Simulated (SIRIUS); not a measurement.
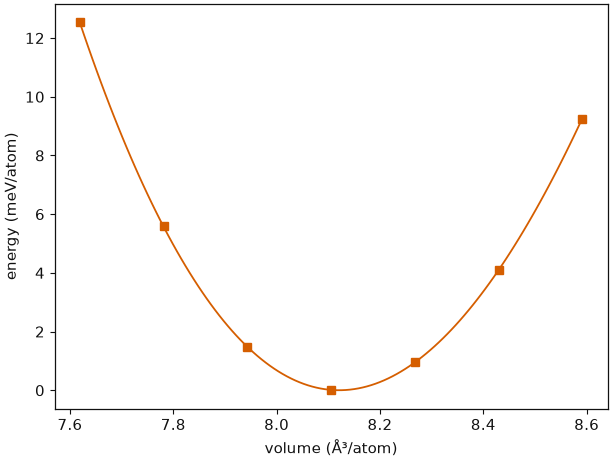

Plotted: energy against volume.

Computed with SIRIUS 7.12.0: all-electron LAPW DFT, no spin polarisation; energies at scaled volumes of the given cell, shape and fractions fixed, counted from the fit's minimum, third-order Birch-Murnaghan fit. Level: RPBE.

For which of these solids was it computed?
A. Be, P6_3/mmc (No. 194)
B. Y, P6_3/mmc (No. 194)
C. Hf, P6_3/mmc (No. 194)

A, Be: energy from 0.01 meV/atom to 12.54 meV/atom, V0 8.121 Å³/atom, B0 118 GPa. The others give: Y, energy from 0.10 meV/atom to 38.79 meV/atom, V0 34.16 Å³/atom, B0 38.3 GPa; Hf, energy from 0.46 meV/atom to 67.23 meV/atom, V0 23.1 Å³/atom, B0 102 GPa.

For Be, limits of the calculation: shape and atomic fractions are frozen while scaling, which makes layered, chain and framework solids too stiff.

For Hf, limits of the calculation: shape and atomic fractions are frozen while scaling, which makes layered, chain and framework solids too stiff.

For Y, limits of the calculation: shape and atomic fractions are frozen while scaling, which makes layered, chain and framework solids too stiff.
